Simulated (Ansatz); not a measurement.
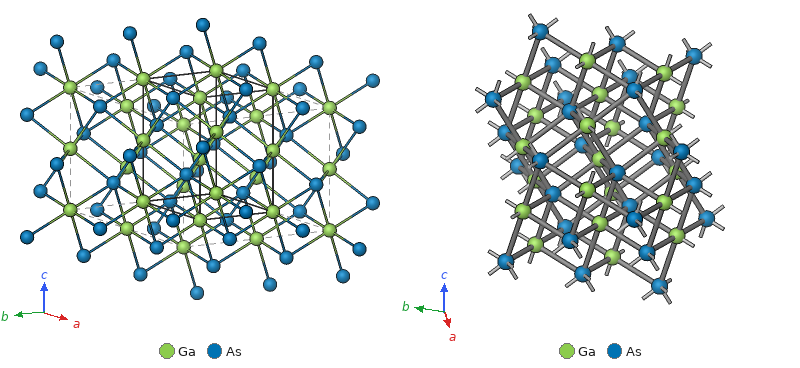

Left: the structure. Right: its underlying net. Nodes are coloured by element. Short stubs are edges that leave the cut-out.

GaAs (space group P6_3/mmc, No. 194). Coordinates: the geometry relaxed with DFT PBE, scalar-relativistic, plane waves, PAW (Ansatz); the starting structure was generated, so it need not be a known form of this composition.

Bonds are taken as As–Ga below 3 Å; no other contact counts. Simplification: prune 0- and 1-connected atoms, fold 2-connected ones into links.

The result is a binodal (6,6)-connected, three-periodic net: As is a 6-connected node; Ga is a 6-connected node, in the ratio 1:1. It is the nia net, known from NiAs. It is a single net, without interpenetration.

| node | links | point symbol | coordination sequence |
| --- | --- | --- | --- |
| As | 6 | 4^9.6^6 | 6 18 42 74 114 162 222 290 366 450 |
| Ga | 6 | 4^12.6^3 | 6 20 42 74 114 164 222 290 366 452 |
